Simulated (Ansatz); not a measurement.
# Run report: B$_{16}$N$_{16}$, single-point calculation (part 2 of 2)

B$_{16}$N$_{16}$ (slab, 32 atoms in the cell); DFT, HSE06, PAW, plane waves (Ansatz 0.2.0); cutoff 420 eV, 3×4×1 k-mesh, Fermi–Dirac smearing of 0.01 eV. The structure is a generated slab.

**Output, continued**
```
--- Forces (eV/Å), atoms counted from 1 ---
  atom   1  B      0.00068886    -0.02857473    -0.15082966
  atom   2  B      0.00031640    -0.03432284    -0.06724904
  atom   3  B      0.00065963    -0.02686346    -0.03967797
  atom   4  B     -0.00018365    -0.01876297    -0.03654160
  atom   5  B     -0.00018292    -0.01313120    -0.03593675
  atom   6  B      0.00006066    -0.01924032    -0.03305485
  atom   7  B      0.00105462    -0.08598323    -0.02520525
  atom   8  B     -0.00206396    -0.11214043     0.16813978
  atom   9  B     -0.00028621     0.11082355     0.16601764
  atom  10  B      0.00043648     0.08505106    -0.02442615
  atom  11  B     -0.00019664     0.01965139    -0.03207272
  atom  12  B     -0.00032917     0.01382950    -0.03490012
  atom  13  B      0.00065316     0.01879693    -0.03541340
  atom  14  B     -0.00027953     0.02845354    -0.03888995
  atom  15  B      0.00018635     0.03357367    -0.06790584
  atom  16  B      0.00086585     0.02922907    -0.15149798
  atom  17  N     -0.00080447    -0.04496789     0.12009827
  atom  18  N      0.00151095    -0.04351532     0.06062835
  atom  19  N      0.00080454    -0.01119894     0.04095606
  atom  20  N     -0.00064881    -0.01572117     0.03725606
  atom  21  N     -0.00006682    -0.02438411     0.03587402
  atom  22  N      0.00008449    -0.03060222     0.03645156
  atom  23  N     -0.00219214    -0.07473761     0.03373938
  atom  24  N     -0.00003000    -0.06883973    -0.14799636
  atom  25  N     -0.00013944     0.06868174    -0.14584984
  atom  26  N     -0.00153619     0.07502437     0.03379772
  atom  27  N     -0.00034447     0.03136978     0.03559111
  atom  28  N     -0.00060201     0.02318976     0.03632556
  atom  29  N      0.00071305     0.01550307     0.03748985
  atom  30  N     -0.00006627     0.00903642     0.04299743
  atom  31  N     -0.00064082     0.04596573     0.06174767
  atom  32  N      0.00257226     0.04475292     0.12024157
  max |Σ_I F_I| component: 9.54e-5 eV/Å
--- Band table (eV; the first three rows and the last of 7) ---
  k-point 0: bands = ["-18.7513", "-18.4842", "-18.0714", "-17.5279", "-16.8653", "-16.0952", "-15.2609", "-14.5999", "-14.2894", "-14.0777", "-13.7734", "-13.4091", "-13.0254", "-12.8097", "-12.4209", "-12.3528", "-8.3213", "-8.0569", "-7.6486", "-7.1181", "-6.7882", "-6.4741", "-6.2811", "-5.7494", "-5.2787", "-5.0569", "-4.4181", "-4.2688", "-3.9476", "-3.3743", "-2.4784", "-2.0299", "-1.9414", "-1.8425", "-1.5749", "-1.1735", "-0.9700", "-0.7674", "-0.6647", "-0.6136", "-0.0840", "-0.0000", "0.4821", "0.5050", "0.7447", "0.7963", "0.9833", "1.2442", "1.3942", "1.4267", "1.7106", "1.8675", "1.9936", "2.0561", "2.3521", "2.4355", "2.6613", "2.8276", "3.0071", "3.0444", "3.1879", "3.3003", "3.3193", "3.4246", "9.8811", "9.9651", "10.9256", "11.2914", "11.5027", "11.7309", "11.8750", "12.2851", "12.3086", "12.7481", "12.7801", "13.0052", "13.2651", "13.4060", "13.7993", "13.8255", "13.8265", "14.0606", "14.2418", "14.3805", "14.4343", "14.4648", "14.9725", "15.0420", "15.0704", "15.3674", "15.5254", "15.5717", "15.8421", "15.8469", "15.8526", "15.8717"]
  k-point 1: bands = ["-17.6683", "-17.4139", "-17.0226", "-16.5111", "-15.8939", "-15.1838", "-14.4140", "-13.7814", "-13.5133", "-13.3397", "-13.1005", "-12.8360", "-12.5968", "-12.5834", "-12.1979", "-12.1729", "-7.2360", "-6.9919", "-6.6156", "-6.2401", "-6.1238", "-5.6206", "-5.5174", "-5.1978", "-5.1206", "-4.9142", "-4.7988", "-4.6740", "-4.5114", "-4.2363", "-4.0918", "-3.9674", "-3.6322", "-3.3448", "-3.2224", "-3.2164", "-2.7998", "-2.5259", "-2.1465", "-2.0749", "-1.6325", "-1.4268", "-1.3126", "-1.2955", "-1.0626", "-0.8558", "-0.7818", "-0.7725", "-0.6182", "-0.4322", "-0.1870", "0.0102", "0.1833", "0.5122", "0.7679", "0.8383", "1.2169", "1.6182", "1.7189", "2.0005", "2.2335", "2.2523", "2.9228", "2.9246", "10.0036", "10.0320", "10.5526", "10.8608", "11.3671", "11.7441", "12.1709", "12.3685", "12.9047", "12.9461", "13.2689", "13.6326", "13.7797", "13.8363", "14.4847", "14.5005", "14.8841", "15.0069", "15.2030", "15.3769", "15.5382", "15.8178", "16.2527", "16.3397", "16.5304", "16.6833", "16.8413", "16.9641", "17.1243", "17.2059", "17.3494", "17.3967"]
  k-point 2: bands = ["-14.8366", "-14.8229", "-14.7168", "-14.6940", "-14.5723", "-14.5401", "-14.4807", "-13.1024", "-13.0082", "-12.9923", "-12.8188", "-12.7392", "-12.5976", "-12.5659", "-12.4906", "-12.4897", "-6.7593", "-6.7494", "-6.4856", "-6.4472", "-6.1395", "-6.0790", "-5.8579", "-5.3770", "-5.2777", "-4.9198", "-4.8654", "-4.7627", "-4.6678", "-4.5737", "-4.5434", "-4.5186", "-4.3105", "-4.2185", "-4.1776", "-4.0841", "-4.0761", "-4.0238", "-3.9559", "-2.9616", "-2.8680", "-2.8120", "-2.7810", "-2.3909", "-2.3736", "-2.2634", "-2.1973", "-1.9792", "-1.3144", "-1.2380", "-1.1638", "-0.9543", "-0.9492", "-0.6697", "-0.6614", "-0.5286", "-0.4579", "0.2735", "0.4449", "0.9392", "1.2777", "1.4280", "2.0471", "2.0480", "9.4780", "9.4816", "11.2845", "11.4784", "11.4845", "12.0779", "12.0847", "12.1502", "12.1924", "13.0918", "13.3930", "13.4512", "13.8091", "13.8397", "14.8962", "15.0773", "15.1245", "15.3107", "15.7409", "15.8841", "16.0234", "16.2871", "16.5910", "16.6368", "16.6827", "16.7543", "16.7924", "16.9134", "17.2648", "17.3470", "17.4010", "17.6335"]
  k-point 6: bands = ["-16.9860", "-16.7463", "-16.3794", "-15.9024", "-15.3350", "-15.1021", "-14.8594", "-14.7099", "-14.4937", "-14.1613", "-13.9558", "-13.6950", "-13.4351", "-13.1981", "-12.6676", "-12.5986", "-6.4461", "-6.0630", "-5.7831", "-5.7507", "-5.4015", "-5.2816", "-4.9968", "-4.9107", "-4.7557", "-4.7376", "-4.6783", "-4.6196", "-3.9704", "-3.9217", "-3.2929", "-3.2917", "-3.0380", "-2.7701", "-2.7500", "-2.5775", "-2.4523", "-2.4390", "-2.0806", "-1.9146", "-1.8551", "-1.5550", "-1.5497", "-1.3710", "-1.3211", "-1.1572", "-0.9768", "-0.7872", "-0.4523", "-0.2169", "-0.0875", "0.1115", "0.2359", "0.3612", "0.5153", "0.6217", "0.7025", "0.7475", "0.8924", "0.9227", "1.3210", "1.3572", "2.8479", "2.8483", "9.5494", "9.5504", "12.2770", "12.4199", "12.5494", "12.6761", "12.9022", "12.9252", "13.3799", "13.4294", "13.6288", "13.6668", "13.9644", "13.9829", "14.1811", "14.2312", "14.5478", "14.7175", "14.8789", "15.1084", "15.3072", "15.3174", "15.5172", "15.6292", "15.9077", "15.9147", "16.1201", "16.1299", "16.2449", "16.2938", "16.6882", "16.7047"]
--- Löwdin populations: 32 sites ---
  site symbol       q [e]
     0      B      2.6297
     1      B      2.6607
     2      B      2.6541
     3      B      2.6528
     4      B      2.6519
     5      B      2.6489
     6      B      2.6377
     7      B      2.5403
     8      B      2.5403
     9      B      2.6377
    10      B      2.6489
    11      B      2.6519
    12      B      2.6528
    13      B      2.6541
    14      B      2.6607
    15      B      2.6298
    16      N      5.3139
    17      N      5.3114
    18      N      5.3159
    19      N      5.3164
    20      N      5.3166
    21      N      5.3185
    22      N      5.3368
    23      N      5.3927
    24      N      5.3927
    25      N      5.3368
    26      N      5.3185
    27      N      5.3167
    28      N      5.3164
    29      N      5.3159
    30      N      5.3114
    31      N      5.3139
  spilling = 0.004712 (of n_electrons = 128.000000)
```

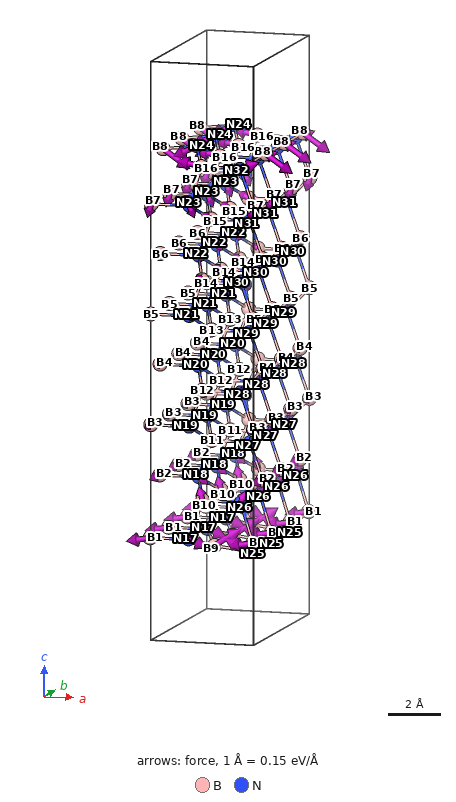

*Forces on the atoms as pink arrows (ball-and-stick view of the 1 × 3 repeat of the cell, with the vacuum cut short, seen slightly off an axis; atoms are numbered from 1 in the order of the input).*

The largest act on B8, B9 (0.20 eV/Å); N24, N25 (0.16 eV/Å); B1, B16 (0.15 eV/Å); N17, N32 (0.13 eV/Å), among others. 

**Key numbers**

- outcome: converged
- electrons treated: 128
- free energy: −8675.5457 eV
- Fermi energy: 6.090 eV
- largest force (length of the vector): 0.202 eV/Å
- wall time: 90 s (CPU time 11 min)
- peak memory: 4.4 GiB

The k-point mesh is coarse for a cell of this size, so the results may not be converged.
